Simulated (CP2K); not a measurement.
# Cd: 6 runs along one coordinate

System: Cd (1 atom in the cell).
Method: Kohn-Sham DFT of a periodic cell, PBE, GTH-PBE with UZH-TZVP basis, no spin polarisation (CP2K 2026.2).

The 6 runs differ only in the geometry, by an even scaling of the cell at fixed fractional positions. The structure derives from a Materials Project entry.

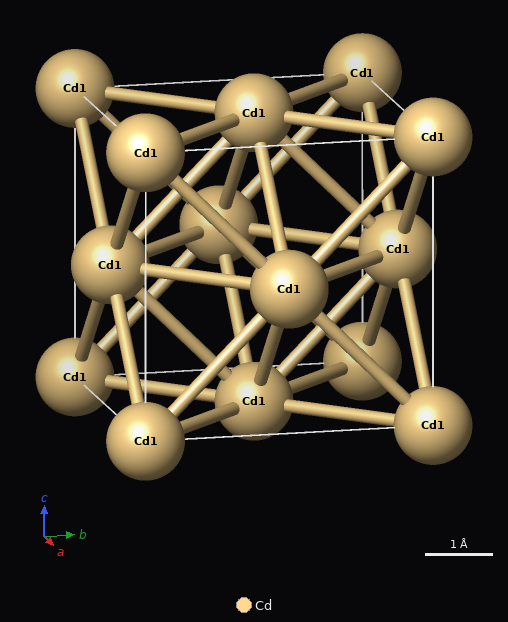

Figure 1. The structure of run 4 (ball-and-stick view of the cell 4 times as large as that of the calculation, set on its symmetry axes, seen slightly off an axis; atoms are numbered from 1 in the order of the input).

**Input of run 4**
```
&GLOBAL
  PROJECT cd_eos
  RUN_TYPE ENERGY_FORCE
  PRINT_LEVEL LOW
&END GLOBAL
&FORCE_EVAL
  METHOD QS
  STRESS_TENSOR ANALYTICAL
  &DFT
    BASIS_SET_FILE_NAME BASIS_MOLOPT_UZH
    POTENTIAL_FILE_NAME POTENTIAL_UZH
    WFN_RESTART_FILE_NAME previous-RESTART.kp
    &MGRID
      CUTOFF 450
      REL_CUTOFF 60
      NGRIDS 5
    &END MGRID
    &QS
      METHOD GPW
      EPS_DEFAULT 1.0E-10
    &END QS
    &KPOINTS
      SCHEME MONKHORST-PACK 10 10 10
      GAMMA_CENTERED T
      SYMMETRY T
      SYMMETRY_BACKEND SPGLIB
    &END KPOINTS
    &SCF
      SCF_GUESS RESTART
      EPS_SCF 1.0E-6
      MAX_SCF 100
      ADDED_MOS 8
      CHOLESKY OFF
      EPS_EIGVAL 1.0E-7
      &DIAGONALIZATION ON
        ALGORITHM STANDARD
      &END DIAGONALIZATION
      &MIXING ON
        METHOD BROYDEN_MIXING
        ALPHA 0.4
        BETA 1.5
        NBUFFER 8
      &END MIXING
      &SMEAR ON
        METHOD FERMI_DIRAC
        ELECTRONIC_TEMPERATURE 580.23
      &END SMEAR
    &END SCF
    &XC
      &XC_FUNCTIONAL PBE
      &END XC_FUNCTIONAL
    &END XC
    &PRINT
      &KPOINTS ON
      &END KPOINTS
      &MULLIKEN ON
      &END MULLIKEN
      &MO ON
        ENERGIES T
        OCCUPATION_NUMBERS T
        &EACH
          QS_SCF 0
        &END EACH
        ADD_LAST NUMERIC
      &END MO
    &END PRINT
  &END DFT
  &SUBSYS
    &CELL
      A 3.1577124855 0.0000000000 0.0000000000
      B 1.5788562428 2.7346592303 0.0000000000
      C 1.5788562428 0.9115530767 2.5782614480
      PERIODIC XYZ
    &END CELL
    &COORD
      SCALED
      Cd  0.0000000000 0.0000000000 0.0000000000
    &END COORD
    &KIND Cd
      BASIS_SET TZVP-MOLOPT-PBE-GTH-q12
      POTENTIAL GTH-PBE-q12
    &END KIND
    &PRINT
      &ATOMIC_COORDINATES ON
      &END ATOMIC_COORDINATES
      &CELL ON
      &END CELL
    &END PRINT
  &END SUBSYS
  &PRINT
    &FORCES ON
    &END FORCES
    &STRESS_TENSOR ON
    &END STRESS_TENSOR
  &END PRINT
&END FORCE_EVAL
```

Command:
```bash
OMP_NUM_THREADS=1 cp2k.psmp -i cd_eos.inp -o cd_eos.out
```

Lattice vectors (Å) and fractional positions of run 4:
```
   3.157712    0.000000    0.000000
   1.578856    2.734659    0.000000
   1.578856    0.911553    2.578261
Cd  0.000000  0.000000  0.000000
```

Run 2 differs from it as follows:
```diff
-      A 3.1577124855 0.0000000000 0.0000000000
-      B 1.5788562428 2.7346592303 0.0000000000
-      C 1.5788562428 0.9115530767 2.5782614480
+      A 3.0945412159 0.0000000000 0.0000000000
+      B 1.5472706080 2.6799513061 0.0000000000
+      C 1.5472706080 0.8933171020 2.5266823223
```

**Results, with one run withheld**

| run | volume per atom (Å³) | free energy per atom, from the lowest run given (meV) | pressure (GPa) |
| --- | --- | --- | --- |
| 1 | 20.518 | 45.13 | 6.59 |
| 2 | 20.954 | ? | ? |
| 3 | 21.391 | 17.23 | 3.76 |
| 4 | 22.264 | 3.10 | 1.51 |
| 5 | 22.701 | 0.32 | 0.55 |
| 6 | 23.137 | 0.00 | −0.30 |

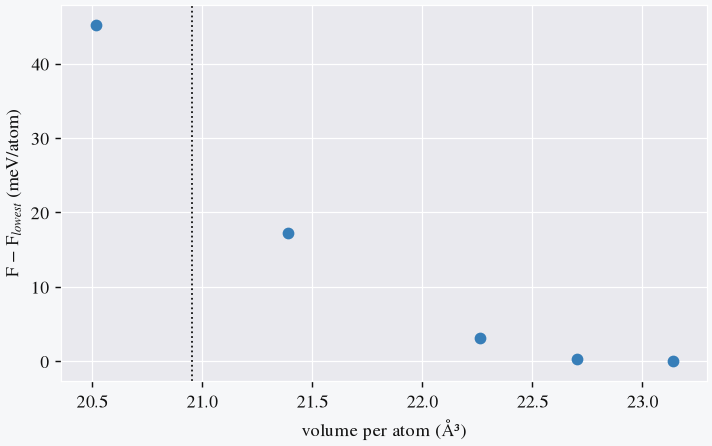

Figure 2. Free energy per atom of the runs given; the dotted line marks run 2.

Fit the runs given and predict run 2.

A cubic polynomial in V^(−2/3) (the Birch–Murnaghan form), fitted to the 5 runs given, misses them by under 0.01 meV per atom. With x = V^(−2/3) − 0.12749 Å⁻², it reads F = 6.5351 + 3576 x + 4.8376e+05 x² + 1.4982e+06 x³ (meV per atom). At run 2 it gives 29.28 meV per atom, and the run itself gives 29.25. The slope of the fit gives a pressure −dF/dV of 5.10 GPa there, and the run prints 5.09 GPa. The fit has its minimum at 22.977 Å³ per atom, where V d²F/dV² gives 44.3 GPa: the bulk modulus at this level, since symmetry fixes the shape and the positions.

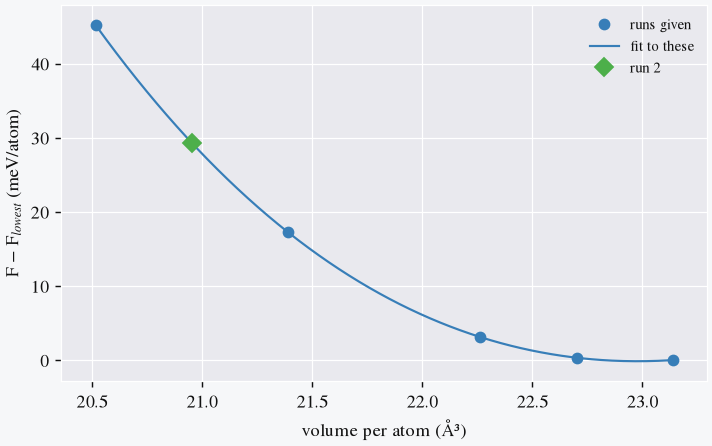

Figure 3. The fit and the withheld run.

**Some lines of the output (run 2)**
```
[...]
  Total energy:                                               -46.06787086260987
  Total energy (extrapolated to T->0):                        -46.06777767988080
 MO| E(Fermi):            0.294506 a.u.          8.013905 eV
 MO| Band gap:            0.210999 a.u.          5.741586 eV
 MO| Band gap:            0.274172 a.u.          7.460607 eV
 MO| Band gap:            0.334018 a.u.          9.089097 eV
 MO| Band gap:            0.382794 a.u.         10.416356 eV
 MO| Band gap:            0.281020 a.u.          7.646953 eV
 MO| Band gap:            0.069626 a.u.          1.894618 eV
 MO| Band gap:            0.141431 a.u.          3.848532 eV
 MO| Band gap:            0.340081 a.u.          9.254076 eV
 MO| Band gap:            0.400749 a.u.         10.904945 eV
 MO| Band gap:            0.451369 a.u.         12.282370 eV
 MO| Band gap:            0.267326 a.u.          7.274310 eV
```
